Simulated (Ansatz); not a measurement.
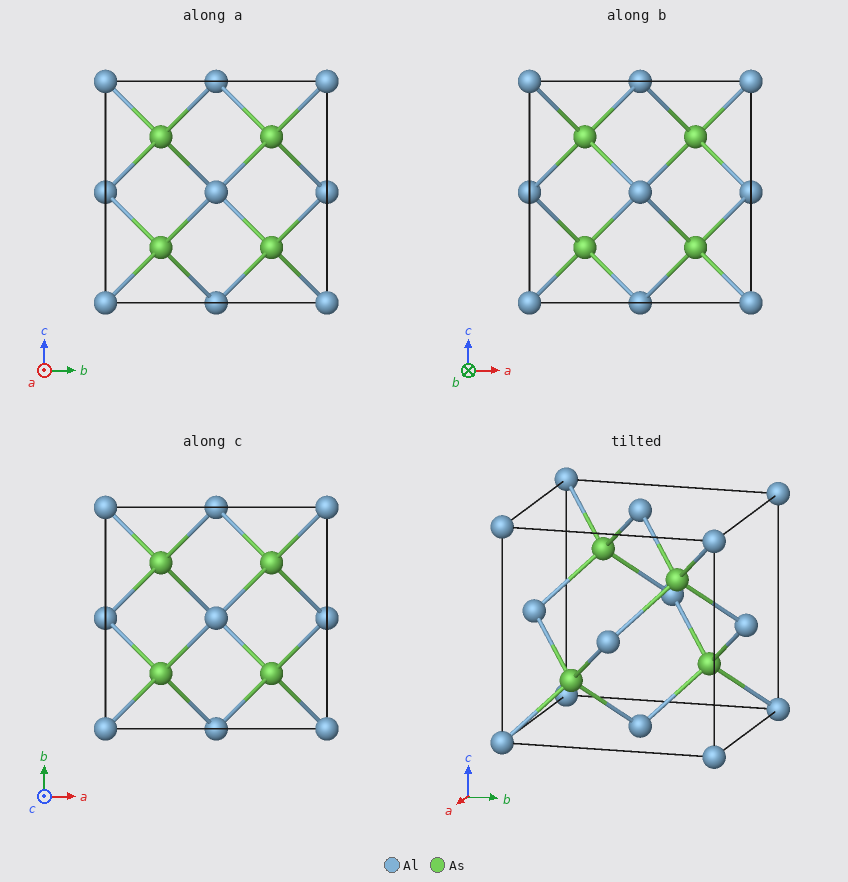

The image is a ball-and-stick drawing of a crystal, viewed along the a axis, along the b axis, along the c axis and slightly off an axis. The conventional unit cell is drawn as a box.

Lattice parameters: a = 5.678 Å, b = 5.678 Å, c = 5.678 Å, α = 90.00°, β = 90.00°, γ = 90.00°. Put a along x and b in the xy plane.

Q: Turn the picture into a POSCAR file.

A:
```
Al As
1.0
     5.678    0.000    0.000
     0.000    5.678    0.000
     0.000    0.000    5.678
Al As
4 4
Direct
  0.0000 0.0000 0.0000
  0.0000 0.5000 0.5000
  0.5000 0.0000 0.5000
  0.5000 0.5000 0.0000
  0.2500 0.2500 0.7500
  0.2500 0.7500 0.2500
  0.7500 0.2500 0.2500
  0.7500 0.7500 0.7500
```

Its origin is a structure type filled with these elements by a generator (whether the compound takes this form wasn't checked). Earlier steps of the study may have refined or changed the cell and positions. It was run through Ansatz as a DFT input.
